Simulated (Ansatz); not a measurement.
Geometry relaxation, with input and output: Hf$_{3}$N$_{2}$ (part 2 of 2)

Hf$_{3}$N$_{2}$ (R-3m, 5 atoms in the cell); DFT PBEsol, scalar-relativistic, plane waves, PAW, no spin polarisation (Ansatz 0.2.0); cutoff 420 eV, 12×12×12 k-mesh, Gaussian smearing of 0.1 eV. The structure derives from a Materials Project entry.

Geometry of the input (Å; fractional positions):
```
1.5994  0.9234  7.7548
-1.5994  0.9234  7.7548
0.0000  -1.8469  7.7548
Hf 0.7794  0.7794  0.7794
Hf 0.2206  0.2206  0.2206
Hf 0.0000  0.0000  0.0000
N  0.6119  0.6119  0.6119
N  0.3881  0.3881  0.3881
```

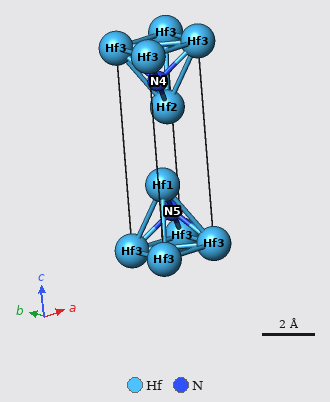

Figure 1. The geometry at step 2 of the log (ball-and-stick view of the reduced cell, seen slightly off an axis; atoms are numbered from 1 in the order of the input).

### Log, continued
```
SCF iter   1: F=—  HF=-47558.889469 eV  |F-HF|=—  |Δ(HF+E_count)|=         —  Δρ=1.18e-3  dr2=7.55e-3  ethr=8.63e-6  ⟨swp⟩=1.4  Hψ=33086  notcnv=0
preconditioner: auto → Kerker (q_TF=auto, 2.848 Å⁻¹)  [metal: Δε(μ)=0.008 eV  Ē_g=17.881 eV  σ=0.100 eV  W_gap=0.05  n_scr=30 (ndim 8)  ℏωp=40.8 eV  f_vac=0.000  D(μ)=1.44/eV (n_scr^D=4)]
SCF iter   2: F=—  HF=-47558.888992 eV  |F-HF|=—  |Δ(HF+E_count)|=   4.77e-4  Δρ=7.12e-4  dr2=3.10e-3  ethr=8.57e-6  ⟨swp⟩=1.0  Hψ=10017  notcnv=0
SCF iter   3: F=—  HF=-47558.888729 eV  |F-HF|=—  |Δ(HF+E_count)|=   2.64e-4  Δρ=2.62e-4  dr2=1.96e-4  ethr=3.52e-6  ⟨swp⟩=2.0  Hψ=15659  notcnv=0
SCF iter   4: F=—  HF=-47558.888651 eV  |F-HF|=—  |Δ(HF+E_count)|=   7.78e-5  Δρ=1.60e-4  dr2=2.98e-5  ethr=2.23e-7  ⟨swp⟩=2.0  Hψ=17567  notcnv=0
SCF iter   5: F=—  HF=-47558.888644 eV  |F-HF|=—  |Δ(HF+E_count)|=   6.58e-6  Δρ=7.68e-5  dr2=3.88e-6  ethr=3.39e-8  ⟨swp⟩=2.0  Hψ=18333  notcnv=0
SCF iter   6: F=—  HF=-47558.888643 eV  |F-HF|=—  |Δ(HF+E_count)|=   1.26e-6  Δρ=1.92e-5  dr2=3.38e-7  ethr=5.68e-10  ⟨swp⟩=8.6  Hψ=82689  notcnv=0
SCF iter   7: F=-47558.888643 eV  HF=-47558.888643 eV  |F-HF|=2.45e-7  |Δ(HF+E_count)|=   5.83e-8  Δρ=1.35e-5  dr2=1.44e-7  ethr=3.84e-10  ⟨swp⟩=10.7  Hψ=90942  notcnv=0
SCF 4 converged in 7 iterations: F = -47558.888643 eV  dr2 = 1.44e-7
relax step   4: F+E_penalty+E_count = -47558.88864263 eV  Δ(F+E_penalty+E_count) = -1.531e-3 eV  max|allowed force component| = 3.418e-2 eV/Å  Δτ_max = 0.0060 Å  P = +0.173 GPa  Ω = 68.014 Å³  energy of the carried Pulay correction = +1.559e-3 eV  (7 SCF iters, dr2 threshold 5.00e-7 eV, accepted)
Crystal: 5 atoms, lattice volume = 68.172 Å³
iter 1 solved again at ethr=3.36e-6 eV; its pass at ethr=3.10e-3 eV (dr2=2.96e-3 eV) is discarded
SCF iter   1: F=—  HF=-47558.888628 eV  |F-HF|=—  |Δ(HF+E_count)|=         —  Δρ=6.80e-4  dr2=2.90e-3  ethr=3.36e-6  ⟨swp⟩=1.1  Hψ=32863  notcnv=0
preconditioner: auto → Kerker (q_TF=auto, 2.847 Å⁻¹)  [metal: Δε(μ)=0.012 eV  Ē_g=17.878 eV  σ=0.100 eV  W_gap=0.07  n_scr=30 (ndim 8)  ℏωp=40.7 eV  f_vac=0.000  D(μ)=1.43/eV (n_scr^D=4)]
SCF iter   2: F=—  HF=-47558.888442 eV  |F-HF|=—  |Δ(HF+E_count)|=   1.86e-4  Δρ=4.17e-4  dr2=1.23e-3  ethr=3.30e-6  ⟨swp⟩=1.0  Hψ=10017  notcnv=0
SCF iter   3: F=—  HF=-47558.888361 eV  |F-HF|=—  |Δ(HF+E_count)|=   8.14e-5  Δρ=2.28e-4  dr2=2.18e-4  ethr=1.40e-6  ⟨swp⟩=2.0  Hψ=13132  notcnv=0
SCF iter   4: F=—  HF=-47558.888299 eV  |F-HF|=—  |Δ(HF+E_count)|=   6.13e-5  Δρ=1.15e-4  dr2=1.48e-5  ethr=2.48e-7  ⟨swp⟩=2.0  Hψ=14536  notcnv=0
SCF iter   5: F=—  HF=-47558.888332 eV  |F-HF|=—  |Δ(HF+E_count)|=   3.31e-5  Δρ=8.03e-5  dr2=3.70e-6  ethr=1.68e-8  ⟨swp⟩=2.1  Hψ=18199  notcnv=0
SCF iter   6: F=—  HF=-47558.888329 eV  |F-HF|=—  |Δ(HF+E_count)|=   3.59e-6  Δρ=3.60e-5  dr2=6.88e-7  ethr=4.20e-9  ⟨swp⟩=2.0  Hψ=18141  notcnv=0
SCF iter   7: F=—  HF=-47558.888328 eV  |F-HF|=—  |Δ(HF+E_count)|=   8.17e-7  Δρ=7.58e-6  dr2=3.84e-8  ethr=1.55e-10  ⟨swp⟩=11.8  Hψ=97658  notcnv=0
SCF iter   8: F=-47558.888328 eV  HF=-47558.888328 eV  |F-HF|=2.21e-8  |Δ(HF+E_count)|=   7.56e-8  Δρ=5.10e-6  dr2=2.34e-8  ethr=4.36e-11  ⟨swp⟩=9.7  Hψ=69648  notcnv=0
SCF 5 converged in 8 iterations: F = -47558.888328 eV  dr2 = 2.34e-8
relax step   5: F+E_penalty+E_count = -47558.88832791 eV  Δ(F+E_penalty+E_count) = +3.147e-4 eV  max|allowed force component| = 5.342e-3 eV/Å  Δτ_max = 0.0025 Å  P = -0.325 GPa  Ω = 68.172 Å³  energy of the carried Pulay correction = +1.210e-3 eV  (8 SCF iters, dr2 threshold 1.36e-7 eV, accepted)
Crystal: 5 atoms, lattice volume = 68.073 Å³
iter 1 solved again at ethr=2.56e-7 eV; its pass at ethr=3.10e-3 eV (dr2=2.25e-4 eV) is discarded
SCF iter   1: F=—  HF=-47558.888635 eV  |F-HF|=—  |Δ(HF+E_count)|=         —  Δρ=2.01e-4  dr2=2.19e-4  ethr=2.56e-7  ⟨swp⟩=2.0  Hψ=38004  notcnv=0
preconditioner: auto → Kerker (q_TF=auto, 2.848 Å⁻¹)  [metal: Δε(μ)=0.005 eV  Ē_g=17.879 eV  σ=0.100 eV  W_gap=0.03  n_scr=30 (ndim 8)  ℏωp=40.8 eV  f_vac=0.000  D(μ)=1.40/eV (n_scr^D=4)]
SCF iter   2: F=—  HF=-47558.888659 eV  |F-HF|=—  |Δ(HF+E_count)|=   2.43e-5  Δρ=1.15e-4  dr2=9.62e-5  ethr=2.49e-7  ⟨swp⟩=1.0  Hψ=10017  notcnv=0
SCF iter   3: F=—  HF=-47558.888651 eV  |F-HF|=—  |Δ(HF+E_count)|=   8.17e-6  Δρ=4.73e-5  dr2=4.70e-6  ethr=1.09e-7  ⟨swp⟩=2.0  Hψ=15549  notcnv=0
SCF iter   4: F=—  HF=-47558.888649 eV  |F-HF|=—  |Δ(HF+E_count)|=   2.31e-6  Δρ=2.80e-5  dr2=7.14e-7  ethr=5.34e-9  ⟨swp⟩=2.1  Hψ=18178  notcnv=0
SCF iter   5: F=-47558.888648 eV  HF=-47558.888649 eV  |F-HF|=1.71e-7  |Δ(HF+E_count)|=   1.79e-7  Δρ=9.52e-6  dr2=1.89e-7  ethr=3.70e-10  ⟨swp⟩=10.5  Hψ=76690  notcnv=0
SCF 6 converged in 5 iterations: F = -47558.888648 eV  dr2 = 1.89e-7
  Residual-converged pass: ⟨swp⟩=1.0  Hψ=10775  notcnv=0  max |occ|·‖R‖ = 7.1e-9 eV (tolerance 1.0e-8 eV)  dr2=1.89e-7  dr2_onsite=2.77e-8  max |Δocc| = 6.4e-11
relax step   6: F+E_penalty+E_count = -47558.88864846 eV  Δ(F+E_penalty+E_count) = -3.205e-4 eV  max|allowed force component| = 1.149e-3 eV/Å  Δτ_max = 0.0004 Å  P = +0.005 GPa  Ω = 68.073 Å³  energy of the carried Pulay correction = +1.429e-3 eV  (5 SCF iters, dr2 threshold 3.25e-7 eV, accepted)
Initial wavefunctions: pseudopotential atomic-orbital guess (no wavefunctions were taken with the density)
iter 1 solved again at ethr=4.87e-8 eV; its pass at ethr=3.10e-3 eV (dr2=4.28e-5 eV) is discarded
SCF iter   1: F=—  HF=-47558.887232 eV  |F-HF|=—  |Δ(HF+E_count)|=         —  Δρ=4.65e-5  dr2=5.08e-7  ethr=4.87e-8  ⟨swp⟩=3.6  Hψ=59432  notcnv=0
preconditioner: auto → Kerker (q_TF=auto, 2.848 Å⁻¹)  [metal: Δε(μ)=0.007 eV  Ē_g=17.880 eV  σ=0.100 eV  W_gap=0.04  n_scr=30 (ndim 8)  ℏωp=40.8 eV  f_vac=0.000  D(μ)=1.40/eV (n_scr^D=4)]
SCF iter   2: F=—  HF=-47558.887269 eV  |F-HF|=—  |Δ(HF+E_count)|=   3.69e-5  Δρ=2.59e-5  dr2=2.00e-7  ethr=5.77e-10  ⟨swp⟩=2.3  Hψ=18662  notcnv=0
SCF iter   3: F=—  HF=-47558.887269 eV  |F-HF|=—  |Δ(HF+E_count)|=   3.69e-8  Δρ=1.36e-5  dr2=8.84e-8  ethr=2.27e-10  ⟨swp⟩=2.2  Hψ=16257  notcnv=0
SCF iter   4: F=—  HF=-47558.887269 eV  |F-HF|=—  |Δ(HF+E_count)|=   5.11e-9  Δρ=2.53e-6  dr2=1.74e-8  ethr=1.00e-10  ⟨swp⟩=2.2  Hψ=18332  notcnv=0
SCF iter   5: F=—  HF=-47558.887269 eV  |F-HF|=—  |Δ(HF+E_count)|=   2.07e-9  Δρ=1.64e-6  dr2=5.36e-9  ethr=1.98e-11  ⟨swp⟩=2.7  Hψ=17063  notcnv=0
SCF iter   6: F=—  HF=-47558.887269 eV  |F-HF|=—  |Δ(HF+E_count)|=  5.02e-10  Δρ=2.39e-7  dr2=1.06e-10  ethr=6.10e-12  ⟨swp⟩=2.0  Hψ=15714  notcnv=0
SCF iter   7: F=—  HF=-47558.887269 eV  |F-HF|=—  |Δ(HF+E_count)|=  7.28e-12  Δρ=2.90e-7  dr2=4.94e-11  ethr=1.00e-12  ⟨swp⟩=8.0  Hψ=59818  notcnv=0
SCF iter   8: F=-47558.887269 eV  HF=-47558.887269 eV  |F-HF|=7.28e-12  |Δ(HF+E_count)|=  5.09e-11  Δρ=9.01e-8  dr2=5.15e-12  ethr=1.00e-12  ⟨swp⟩=7.0  Hψ=53823  notcnv=0
SCF 7 converged in 8 iterations: F = -47558.887269 eV  dr2 = 5.15e-12
relax step   7: F+E_penalty+E_count = -47558.88726886 eV  Δ(F+E_penalty+E_count) = +1.380e-3 eV  max|allowed force component| = 5.510e-4 eV/Å  Δτ_max = 0.0000 Å  P = -0.018 GPa  Ω = 68.073 Å³  stress off target by 2.79e-2 GPa  SCF on the basis re-selected at this cell (its energy is not comparable with the rows above)  (8 SCF iters)
basis re-selected at this cell: Δ(F+E_penalty+E_count) = +1.380e-3 eV, ΔP = -0.024 GPa vs the last step (what re-selecting the basis moved, of the pressure what is left beyond the Pulay correction that the steps carried, after the strain that the cell walked since its last selection, with what the two solves' SCF thresholds leave and, on support functions, any second-order correction that the steps lacked; it is no measure of the basis error at this ecutwfc). This SCF's stress stands 2.79e-2 GPa from its target on what of the cell is left free (relax.cell.stress_tol is 5.00e-2 GPa) and its largest allowed force component is 5.51e-4 eV/Å (relax.f_tol is 5.00e-3 eV/Å): within both
SCF converged after 8 iterations
Free energy (F): -47558.887269 eV
Harris-Foulkes:  -47558.887269 eV  (|F-HF|=7.28e-12)
Internal energy: -47558.880257 eV  (E = F + TS)
E sigma→0 (E₀):  -47558.883763 eV
Entropy (-TS):   -0.007012 eV (-1.402 meV/atom)
Fermi energy:    22.029317 eV
--- Per-component energies (eV) ---
  E_band       = 387.608076
  E_kinetic    = 1536.899818
  E_local      = -14602.131747  (includes V_loc(G=0)·N_el)
  E_nonlocal   = -3623.723912
  E_hartree    = 6905.590991
  E_xc         = -1015.468218
  E_vxc        = -954.539525  (∫ρ·V_xc dr)
  E_paw        = -20667.000987  (= ΣΔE_a)
  E_vpaw       = 4219.921420  (= ΣTr[D̂ρ^β])
  E_aug_tail   = 0.000183  (compensation charges beyond the density's cutoff)
  E_ewald      = -16096.855857
  E_core_change = 3.809472  (= ΣΔE_core)
  E_smearing   = -0.007012  (= −TS)
  E_closure    = 0.000000  (closes the sum)
  Σ components = -47558.887269   (vs F -47558.887269, Δ=0.00e0)
--- Forces (eV/Å), atoms counted from 1 ---
  atom   1  Hf    -0.00000000     0.00000000     0.00055103
  atom   2  Hf    -0.00000000    -0.00000000    -0.00055103
  atom   3  Hf     0.00000000     0.00000000     0.00000000
  atom   4  N      0.00000000    -0.00000000    -0.00031758
  atom   5  N      0.00000000     0.00000000     0.00031758
  max |Σ_I F_I| component: 1.85e-17 eV/Å
--- Stress (GPa, compression-positive) ---
       -0.013654       0.000000       0.000000
        0.000000      -0.013654      -0.000000
        0.000000      -0.000000      -0.027946
  P = ⅓ Tr σ = -0.0184 GPa (-0.184 kbar)
--- Band table (eV; the first three rows and the last of 189) ---
  k-point 0: bands = ["-40.3855", "-39.5751", "-39.5392", "-9.4127", "-8.8777", "-8.8777", "-8.6308", "-8.0760", "-8.0143", "-8.0143", "-7.9480", "-7.9480", "5.4722", "6.9265", "9.6832", "9.6832", "9.6856", "9.7350", "9.7403", "9.7403", "9.7657", "10.4771", "10.4877", "10.4877", "10.4952", "10.4952", "10.4954", "10.5072", "10.5171", "10.5333", "10.5333", "10.5439", "10.5439", "10.5729", "10.5748", "14.1169", "16.6797", "16.6797", "16.8837", "18.4372", "18.4372", "19.0474", "22.4561", "22.5528", "22.7754", "22.7754", "23.9314", "23.9314", "24.1686", "24.1686", "24.8587", "25.7786", "26.3535"]
  k-point 1: bands = ["-40.3827", "-39.5720", "-39.5371", "-9.3998", "-8.9404", "-8.8890", "-8.6045", "-8.1027", "-8.0344", "-8.0261", "-7.9938", "-7.9557", "5.5810", "6.9061", "9.6849", "9.6862", "9.6889", "9.7356", "9.7380", "9.7397", "9.7606", "10.4811", "10.4860", "10.4898", "10.4942", "10.4975", "10.4979", "10.5104", "10.5207", "10.5317", "10.5323", "10.5425", "10.5433", "10.5688", "10.5705", "14.3047", "16.3465", "16.7362", "17.2515", "17.7914", "18.3459", "19.4265", "21.6843", "22.6020", "22.9286", "23.0176", "23.8084", "23.8322", "24.6537", "24.7167", "25.0609", "25.6603", "26.3760"]
  k-point 2: bands = ["-40.3750", "-39.5634", "-39.5316", "-9.3645", "-9.0920", "-8.9197", "-8.5512", "-8.1997", "-8.1251", "-8.0578", "-8.0532", "-7.9770", "5.8719", "6.8477", "9.6914", "9.6944", "9.6983", "9.7276", "9.7374", "9.7409", "9.7478", "10.4827", "10.4916", "10.4952", "10.4955", "10.5041", "10.5043", "10.5146", "10.5255", "10.5298", "10.5331", "10.5400", "10.5401", "10.5578", "10.5608", "14.8100", "16.0743", "16.8068", "16.8640", "17.5948", "18.1325", "19.7572", "20.8575", "22.0828", "23.3732", "23.5121", "24.0821", "24.0856", "24.4094", "25.5460", "25.6043", "26.1092", "26.4535"]
  k-point 188: bands = ["-40.3855", "-39.5758", "-39.5385", "-9.4534", "-8.8778", "-8.8778", "-8.4659", "-8.2030", "-8.0129", "-8.0129", "-7.9494", "-7.9494", "5.5509", "6.8295", "9.6832", "9.6832", "9.6835", "9.7279", "9.7403", "9.7403", "9.7657", "10.4709", "10.4831", "10.4908", "10.4908", "10.4927", "10.4927", "10.4940", "10.5354", "10.5354", "10.5411", "10.5411", "10.5485", "10.5729", "10.5748", "14.4113", "16.1645", "16.7233", "16.7233", "18.3392", "18.3392", "20.3681", "21.1485", "22.4666", "22.4666", "23.4786", "23.6492", "24.8375", "24.8375", "25.0210", "25.0210", "25.8372", "25.8372"]
--- Relaxed structure (6 steps of the walk, 5 accepted, 1 SCFs on fresh bases) ---
  F+E_penalty+E_count = -47558.88726886 eV   max|allowed force component| = 5.510e-4 eV/Å   (the final SCF, on the basis selected at the relaxed cell)
  cell:  # Å, volume = 68.0731 Å³
    - [1.5966746457576724, 0.921840536553009, 7.708188549046439]
    - [-1.5966746457576724, 0.921840536553009, 7.708188549046439]
    - [-1.0138957099911066e-34, -1.8436810730563187, 7.708188549052382]
  atoms:
    - { symbol: Hf, position: [0.7789751362811003, 0.7789751362811003, 0.7789751362811003] }
    - { symbol: Hf, position: [0.22102486371889996, 0.22102486371889996, 0.22102486371889996] }
    - { symbol: Hf, position: [-1.4913032851287403e-20, -1.4913032851287478e-20, -1.4913032851691183e-20] }
    - { symbol: N, position: [0.6111305274256869, 0.6111305274256869, 0.611130527425687] }
    - { symbol: N, position: [0.38886947257431326, 0.38886947257431326, 0.38886947257431326] }
```

### Trajectory as extended XYZ (Å, eV, eV/Å), 7 frames, from step=1 to step=7
```
5
Lattice="1.5994 0.9234 7.7548 -1.5994 0.9234 7.7548 0.0000 -1.8469 7.7548" Properties=species:S:1:pos:R:3:forces:R:3 step=1 energy=-47558.87571 pressure_GPa=-2.17
Hf    0.0000    0.0000   18.1328    0.0000   0.0000  -0.2335
Hf    0.0000    0.0000    5.1317    0.0000   0.0000   0.2335
Hf    0.0000    0.0000    0.0000    0.0000   0.0000   0.0000
N     0.0000    0.0000   14.2359    0.0000   0.0000  -0.2282
N     0.0000    0.0000    9.0286    0.0000   0.0000   0.2282
5
Lattice="1.5928 0.9196 7.6319 -1.5928 0.9196 7.6319 0.0000 -1.8392 7.6319" Properties=species:S:1:pos:R:3:forces:R:3 step=2 energy=-47558.86599 pressure_GPa=2.92 accepted=F
Hf    0.0000    0.0000   17.8634    0.0000   0.0000  -0.4815
Hf    0.0000    0.0000    5.0322    0.0000   0.0000   0.4815
Hf    0.0000    0.0000    0.0000    0.0000   0.0000   0.0000
N     0.0000    0.0000   13.9863    0.0000   0.0000  -0.0033
N     0.0000    0.0000    8.9094    0.0000   0.0000   0.0033
5
Lattice="1.5961 0.9215 7.7118 -1.5961 0.9215 7.7118 0.0000 -1.8430 7.7118" Properties=species:S:1:pos:R:3:forces:R:3 step=3 energy=-47558.88711 pressure_GPa=0.00
Hf    0.0000    0.0000   18.0285    0.0000   0.0000  -0.1207
Hf    0.0000    0.0000    5.1070    0.0000   0.0000   0.1207
Hf    0.0000    0.0000    0.0000    0.0000   0.0000   0.0000
N     0.0000    0.0000   14.1462    0.0000   0.0000  -0.1080
N     0.0000    0.0000    8.9893    0.0000   0.0000   0.1080
5
Lattice="1.5963 0.9216 7.7054 -1.5963 0.9216 7.7054 0.0000 -1.8432 7.7054" Properties=species:S:1:pos:R:3:forces:R:3 step=4 energy=-47558.88864 pressure_GPa=0.17
Hf    0.0000    0.0000   18.0090    0.0000   0.0000  -0.0342
Hf    0.0000    0.0000    5.1072    0.0000   0.0000   0.0342
Hf    0.0000    0.0000    0.0000    0.0000   0.0000   0.0000
N     0.0000    0.0000   14.1283    0.0000   0.0000  -0.0238
N     0.0000    0.0000    8.9878    0.0000   0.0000   0.0238
5
Lattice="1.5974 0.9222 7.7127 -1.5974 0.9222 7.7127 0.0000 -1.8445 7.7127" Properties=species:S:1:pos:R:3:forces:R:3 step=5 energy=-47558.88833 pressure_GPa=-0.32
Hf    0.0000    0.0000   18.0236    0.0000   0.0000   0.0014
Hf    0.0000    0.0000    5.1146    0.0000   0.0000  -0.0014
Hf    0.0000    0.0000    0.0000    0.0000   0.0000   0.0000
N     0.0000    0.0000   14.1403    0.0000   0.0000   0.0053
N     0.0000    0.0000    8.9979    0.0000   0.0000  -0.0053
5
Lattice="1.5967 0.9218 7.7082 -1.5967 0.9218 7.7082 0.0000 -1.8437 7.7082" Properties=species:S:1:pos:R:3:forces:R:3 step=6 energy=-47558.88865 pressure_GPa=0.01
Hf    0.0000    0.0000   18.0135    0.0000   0.0000   0.0011
Hf    0.0000    0.0000    5.1111    0.0000   0.0000  -0.0011
Hf    0.0000    0.0000    0.0000    0.0000   0.0000   0.0000
N     0.0000    0.0000   14.1321    0.0000   0.0000   0.0000
N     0.0000    0.0000    8.9924    0.0000   0.0000   0.0000
5
Lattice="1.5967 0.9218 7.7082 -1.5967 0.9218 7.7082 0.0000 -1.8437 7.7082" Properties=species:S:1:pos:R:3:forces:R:3 step=7 energy=-47558.88727 pressure_GPa=-0.02
Hf    0.0000    0.0000   18.0135    0.0000   0.0000   0.0006
Hf    0.0000    0.0000    5.1111    0.0000   0.0000  -0.0006
Hf    0.0000    0.0000    0.0000    0.0000   0.0000   0.0000
N     0.0000    0.0000   14.1321    0.0000   0.0000  -0.0003
N     0.0000    0.0000    8.9924    0.0000   0.0000   0.0003
```

### Summary

- outcome: converged
- space group (tolerance 0.01 Å): R-3m (166)
- electrons treated: 88
- free energy: −47558.8873 eV
- Fermi energy: 22.029 eV
- gap on the k-point mesh: none (metallic)
- pressure: −0.02 GPa
- final volume: 68.07 Å³
- largest force (length of the vector) at the end: 0.001 eV/Å
- final cell: a = 7.926 Å, b = 7.926 Å, c = 7.926 Å, α = 23.24°, β = 23.24°, γ = 23.24°
- hardware: 1 thread of Intel Xeon @ 2.70GHz, 189 GiB of memory available, shared host
- wall time: 7 min
- peak memory: 0.77 GiB

### Notes

Spin–orbit coupling is left out, which matters for Hf.
